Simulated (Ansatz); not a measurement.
The calculation's input:

```
crystal:
  lattice:
    - [0.0, 2.1897201901, 2.1897201901]
    - [2.1897201901, 0.0, 2.1897201901]
    - [2.1897201901, 2.1897201901, 0.0]
  atoms:
    - { symbol: Si, position: [0.0, 0.0, 0.0] }
    - { symbol: C, position: [0.75, 0.75, 0.75] }
basis:
  ecutwfc: 420
kpoints:
  mp_grid: { grid: [10, 10, 10] }
  band_path:
    path:
      - [[0.0, 0.0, 0.0], [-0.5, -0.5, 0.0], [-0.375, -0.375, 0.25]]
      - [[-0.375, 0.0, 0.375], [0.0, 0.0, 0.0], [0.0, 0.0, 0.5], [-0.5, -0.25, 0.25], [-0.5, -0.5, 0.0]]
    npoints: 14
hamiltonian:
  xc: pbe
scf:
  occupations: { method: gaussian, width: 0.02 }
  n_extra_bands: 6
output:
  forces: true
  stress: true
  eigenvalues: true
  populations: true
  dos: { projected: true, de: 0.02, nscf_kmesh: { grid: [15, 15, 15] } }
  bader: true
  write_density: true
  write_potential: true
  elf: true
  volumetric_format: npy
```

Command:

```sh
ansatz run input.yaml --threads 1 --pin off --max-ram 2560MiB --backend cpu --events-out ev --progress --plain --runs-dir out
```

Below, planes, directions and counts refer to the conventional cell (a = 4.38 Å, b = 4.38 Å, c = 4.38 Å, α = 90.00°, β = 90.00°, γ = 90.00°).

Space group F-43m; a structure generated by program, which may or may not match a known phase.

Level of theory: Ansatz, DFT PBE, scalar-relativistic, plane waves, PAW.

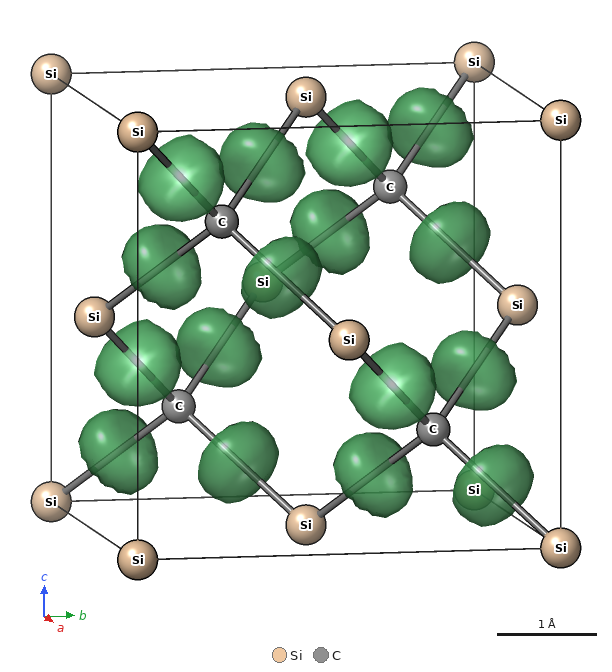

SiC. Isosurface of the ELF at 0.85 (green), seen slightly off an axis. Core shells and regions of very low density are left out. Sticks mark near contacts.

Core electrons are frozen (PAW), and the valence fields are smoothed inside the atomic spheres.

Where are the electrons localised?

Answer. The surface consists of 16 regions between bonded C–Si atoms (shared pairs), counted in one cell of 8 atoms. Any copies at cell faces, edges or corners count once.

Values along the shortest contacts:
Si–C (1.90 Å): the ELF peaks at about 0.95 between the atoms (a covalent bond).

Does the calculation make it a metal, or give it a gap?

Answer. It is gapped, with a Kohn–Sham gap of 1.4 eV on the k-point mesh (the band edges may lie off the mesh, which would make the gap smaller).
